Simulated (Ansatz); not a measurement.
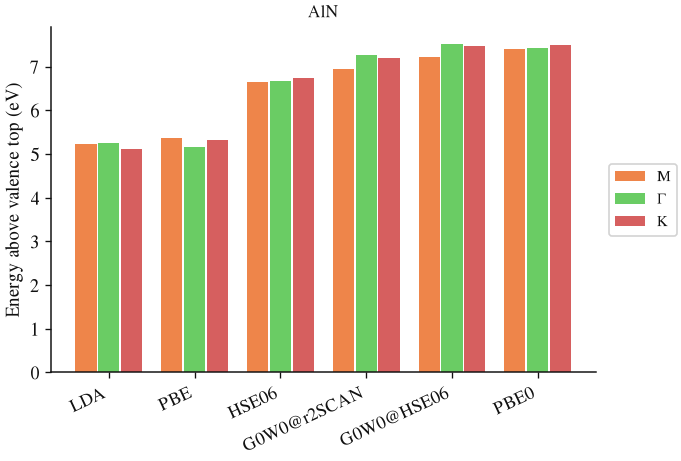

Lowest conduction level at each named k point, counted from the valence-band top at Γ, by several methods on one cell of NiAs-type AlN, space group P6_3/mmc (No. 194), 4 atoms in the cell, relaxed with r2SCAN; a = 2.833 Å, c = 4.841 Å (hexagonal axes). All runs are without spin-orbit coupling and carry no moments. The cell is at 6 GPa in PBE. The smallest gap lies off these points.

How do the methods rank at M?

Answer. From low to high: LDA 5.24, PBE 5.36, HSE06 6.66, G0W0@r2SCAN 6.94, G0W0@HSE06 7.23, PBE0 7.40 eV.

| method | program | M (eV) | Γ (eV) | K (eV) |
| --- | --- | --- | --- | --- |
| LDA | Ansatz | 5.24 | 5.25 | 5.12 |
| PBE | Ansatz | 5.36 | 5.17 | 5.32 |
| HSE06 | Ansatz | 6.66 | 6.68 | 6.74 |
| G0W0@r2SCAN | Ansatz | 6.94 | 7.27 | 7.19 |
| G0W0@HSE06 | Ansatz | 7.23 | 7.53 | 7.48 |
| PBE0 | Ansatz | 7.40 | 7.42 | 7.49 |

Settings. LDA: Ansatz PAW set, 12×12×6 k mesh, 420 eV cutoff, fixed occupations (Ansatz). PBE: Ansatz PAW set, 12×12×6 k mesh, 420 eV cutoff, Fermi-Dirac smearing of 0.02 eV (Ansatz). HSE06: Ansatz PAW set, 9×9×4 k mesh, 420 eV cutoff, fixed occupations (Ansatz 0.2.0). G0W0@r2SCAN: r2SCAN, Ansatz PAW set, 6×6×4 k mesh, 500 eV cutoff, fixed occupations (Ansatz 0.2.0), G0W0 with empty bands 126, screening cutoff 140 eV and frequency treatment contour deformation. G0W0@HSE06: HSE06, Ansatz PAW set, 6×6×4 k mesh, 420 eV cutoff, fixed occupations (Ansatz), G0W0 with empty bands 126, screening cutoff 140 eV and frequency treatment contour deformation. PBE0: Ansatz PAW set, 9×9×4 k mesh, 420 eV cutoff, fixed occupations (Ansatz 0.2.0).

These are six of the 10 methods that were run on this cell. The usual form of AlN is wurtzite. LDA, HSE06, G0W0@r2SCAN, G0W0@HSE06 and PBE0: the PAW data sets were made with another functional. LDA, GGA and most meta-GGA functionals understate gaps. G0W0@r2SCAN: the k mesh is coarse, so the values aren't converged. G0W0@HSE06: the k mesh is coarse, so the values aren't converged, least of all with exact exchange. Over all k points computed the smallest gap is 4.82 eV in LDA, 4.92 eV in PBE, 6.30 eV in HSE06, 6.84 eV in G0W0@r2SCAN, 7.11 eV in G0W0@HSE06 and 7.04 eV in PBE0, from the valence top at Γ to the conduction bottom at a point off the named ones, and such a mesh can miss a smaller one. The GW values are at finite bands, cutoffs and mesh, short of the basis limit.
